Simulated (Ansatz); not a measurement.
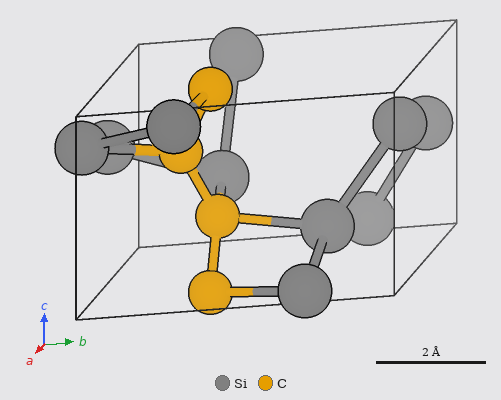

A ball-and-stick rendering, viewed slightly off an axis. The lines enclose the conventional unit cell; boundary atoms appear with their images. Cell: a = 6.22 Å, b = 6.22 Å, c = 3.84 Å, α = 90.00°, β = 90.00°, γ = 120.00°.

It derives from a structure type filled with these elements by a generator (whether the compound takes this form wasn't checked). Earlier steps of the study may have refined or changed the cell and positions. Ansatz was used for an electronic-structure calculation on it.

Describe the arrangement of the atoms.

Answer. The material is Si$_{2}$C. Space group P3_112 (No. 151), lattice primitive hexagonal. It has 9 atoms to the cell (6 Si, 3 C). Coordination numbers (contacts within bonding distance): Si 4 and C 4.

Run with DFT PBE, scalar-relativistic, plane waves, PAW (Ansatz) and these settings: a basis cut at 420 eV, a 6×6×10 k-point grid, Gaussian smearing of 0.1 eV, no spin polarisation.

What does the calculation say: metal or gapped?

Answer. A metal: bands cross the Fermi level.

How are the electrons shared out in a Bader analysis?

Answer. Si +0.44 e; C -0.88 e.

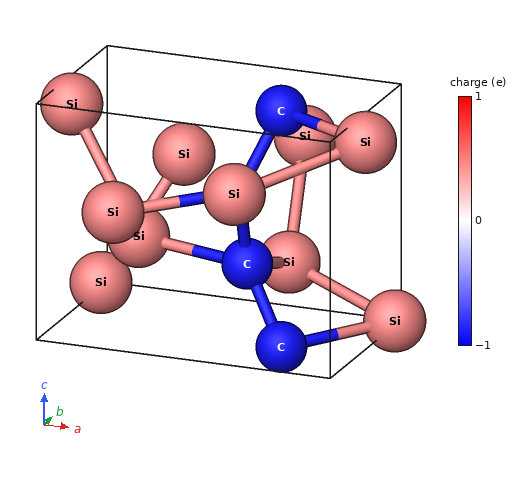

The atoms coloured by those charges. The run's cell of 9 atoms is drawn.

Does this geometry sit at a stationary point of the energy?

Answer. Yes. All forces vanish to within 0.01 eV/Å. The pressure is 0.0 GPa, close to zero.
